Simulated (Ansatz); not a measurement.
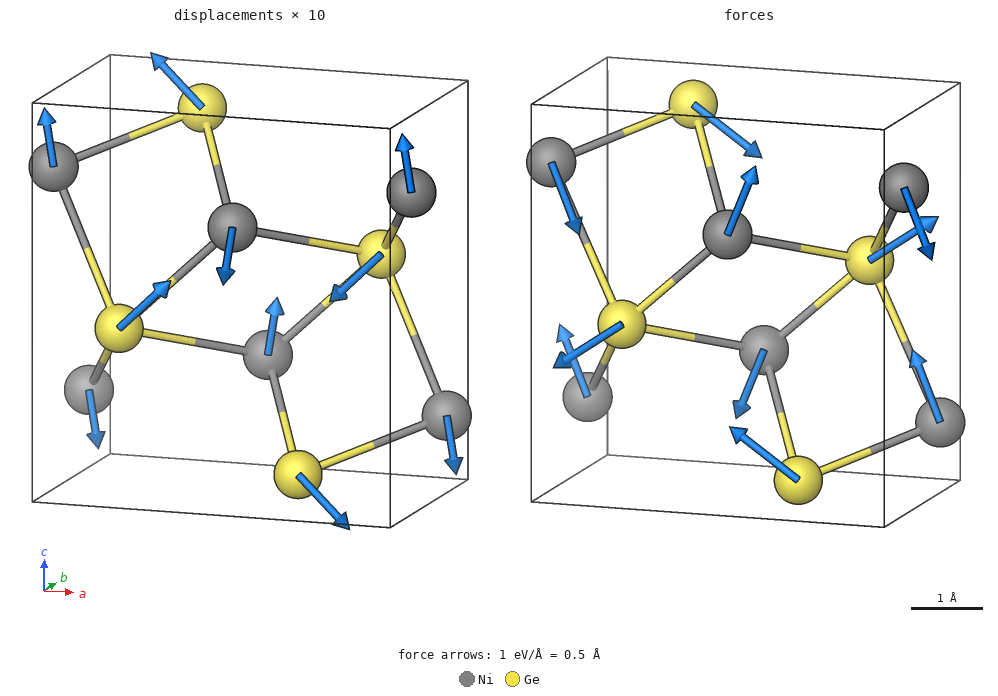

Left: a crystal of NiGe (set up in Pnma) in its unrelaxed database cell, with blue arrows for the displacements applied to it (without the part that the change of the cell carries along). Right: the displaced structure with the computed forces. Besides, the cell is strained by −0.4 % along c, −1.4 % along a, −2.3 % along b (volume −4.0 %). A ball-and-stick model of the cell of the calculation, seen slightly off an axis.

Level of theory: DFT PBE, scalar-relativistic, plane waves, PAW in Ansatz 0.2.0. (plane-wave cutoff 420 eV; k-point mesh 8 × 10 × 6; occupations gaussian; smearing width 0.1 eV; no spin polarisation)

> Describe the distortion and the response.

Atoms are displaced by up to 0.11 Å (root mean square over those that move 0.10 Å) relative to the cell. No relaxation follows. The energy rises by 131 meV per atom. Pressure: 3.6 GPa before, 15.5 GPa after. The principal stresses (compression positive) are 22.3 GPa along a, 15.5 GPa along c, 8.7 GPa along b. The largest forces, 2.5 eV/Å, act on 4 Ge atoms of the calculation's cell. The forces point straight back along the displacements (cosine −0.98). Near-neighbour distances before and after: Ge–Ni 2.329 → 2.129 Å, Ge–Ni 2.460 → 2.371 Å, Ge–Ni 2.399 → 2.484 Å, Ge–Ni 2.487 → 2.521 Å. The space group stays Pnma (No. 62).
